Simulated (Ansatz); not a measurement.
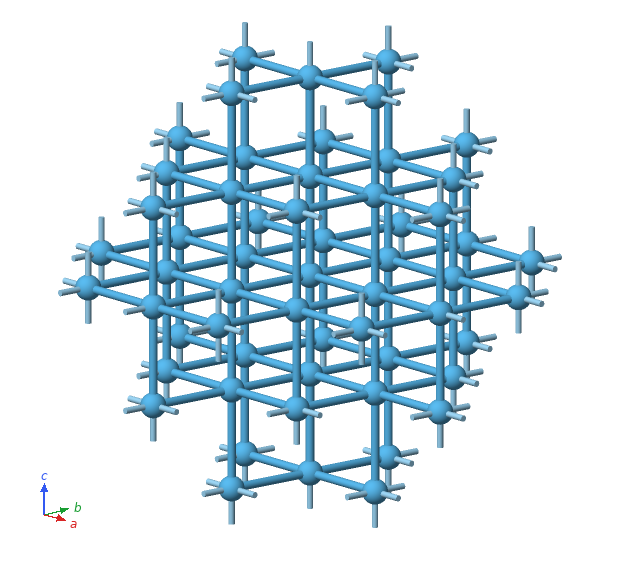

A cut-out of a periodic net derived from a crystal structure. Nodes are coloured by topological kind. Edges to nodes outside the piece are drawn as stubs.

Describe the net.

A uninodal 6-connected, three-periodic net. It is the pcu net, known from NaCl, ReO3 and the B-X framework of perovskite.

Give point symbol and coordination sequence.

4^12.6^3, sequence 6, 18, 38, 66.

Origin of the net. SnTe (space group Fm-3m, No. 225): coordinates from a relaxation with DFT PBEsol, scalar-relativistic, plane waves, PAW (Ansatz 0.2.0). Bonds are taken as Sn–Te below 3.5 Å; no other contact counts. The graph is simplified in the usual way: terminal and isolated atoms are pruned, two-connected atoms become edges. Sn and Te are 6-connected nodes.
